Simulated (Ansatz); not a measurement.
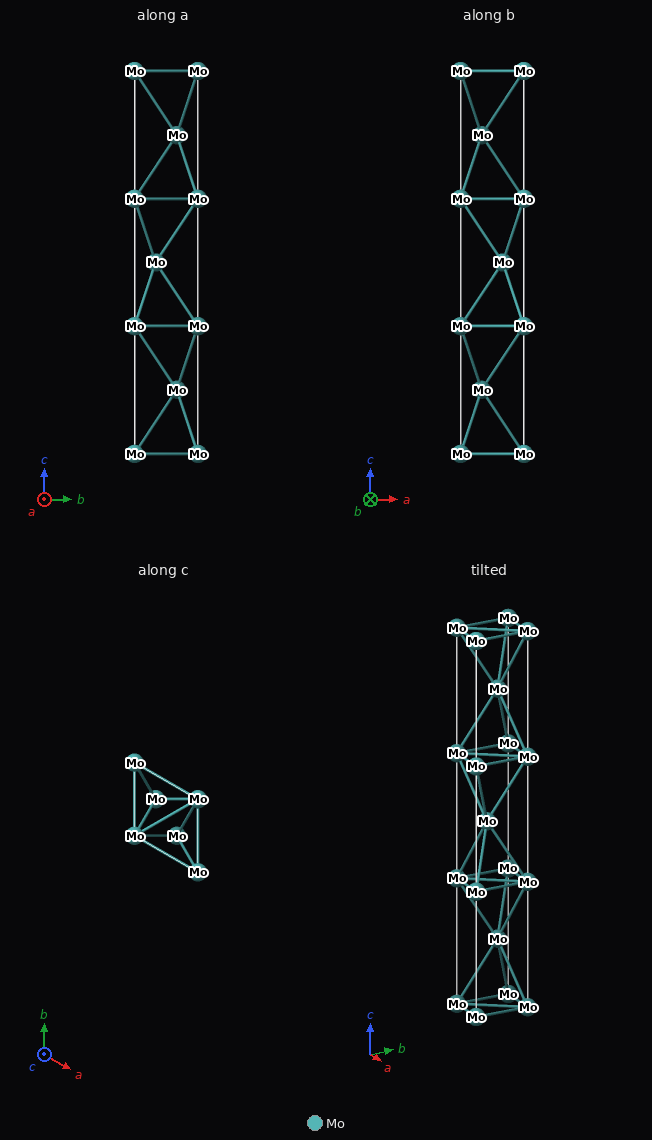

The image is a ball-and-stick drawing of a crystal, viewed along the a axis, along the b axis, along the c axis and slightly off an axis. Atoms at the boundary of the conventional unit cell (the box) are drawn once for each face, edge or corner they touch.

Lattice parameters: a = 2.742 Å, b = 2.742 Å, c = 14.358 Å, α = 90.00°, β = 90.00°, γ = 120.00°. Put a along x and b in the xy plane.

Reconstruct the structure as a POSCAR file, with free fractional coordinates to two decimals.

Answer.
```
Mo
1.0
     2.742    0.000    0.000
    -1.371    2.375    0.000
     0.000    0.000   14.358
Mo
6
Direct
  0.00 0.00 0.67
  0.3333 0.6667 0.83
  0.00 0.00 0.00
  0.3333 0.6667 0.17
  0.00 0.00 0.33
  0.6667 0.3333 0.50
```

Its origin is a structure type filled with this element by a generator (whether the element takes this form wasn't checked). The picture shows the end point of a geometry optimisation with Ansatz 0.2.0, DFT PBEsol, scalar-relativistic, plane waves, PAW.
